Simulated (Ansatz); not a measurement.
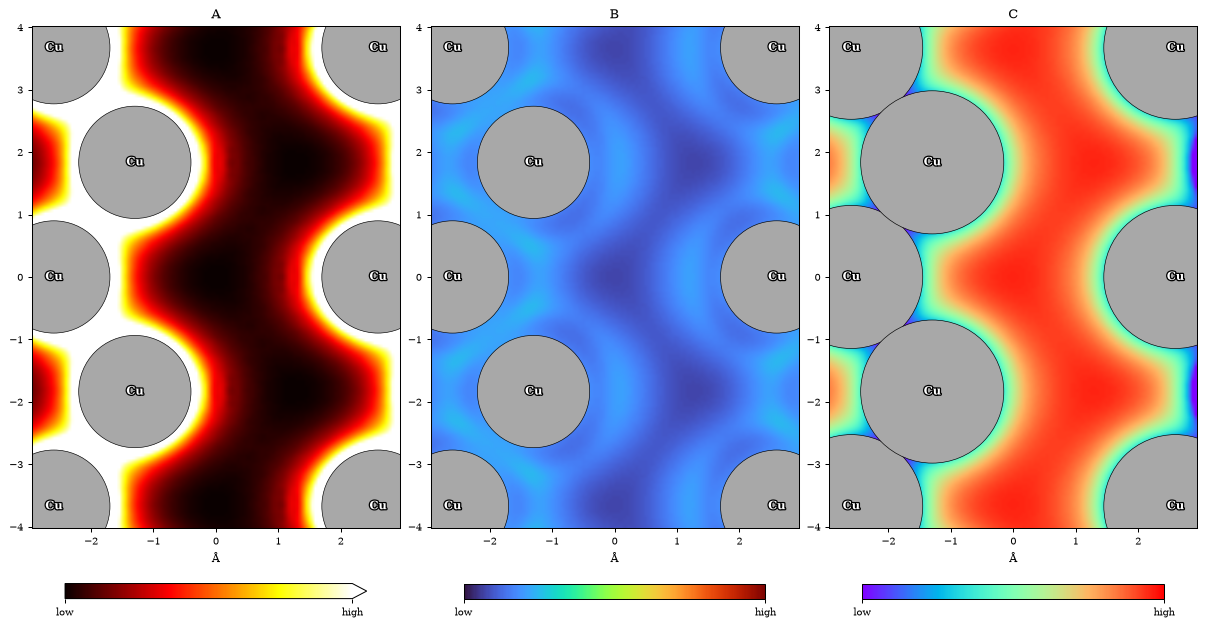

Cu: 3 fields on the (101) plane of the conventional cell, with unlabelled colour scales. Grey discs cover the atomic cores.

Space group Fd-3m; set up as Cu, diamond; a generated structure, not necessarily the stable one; changed on purpose from its base cell (volume × 0.88); computed pressure about 8 GPa in this cell; computed without spin polarisation.

These are results of DFT, revPBE, plane waves (420 eV) with PAW, scalar-relativistic in Ansatz 0.2.0, not measurements.

```
Cu
1.0
     5.19208    0.00000    0.00000
     0.00000    5.19208    0.00000
     0.00000    0.00000    5.19208
Cu
8
Direct
  0.75000 0.25000 0.25000
  0.25000 0.75000 0.25000
  0.25000 0.25000 0.75000
  0.75000 0.75000 0.75000
  0.50000 0.00000 0.00000
  0.00000 0.50000 0.00000
  0.00000 0.00000 0.50000
  0.50000 0.50000 0.50000
```

Match the panels to the quantities (electron localisation function, electrostatic potential energy of an electron and valence pseudo-density).

Answer. Panel A: valence pseudo-density. Panel B: electron localisation function. Panel C: electrostatic potential energy of an electron (low next to the atoms, rising into the space between them).
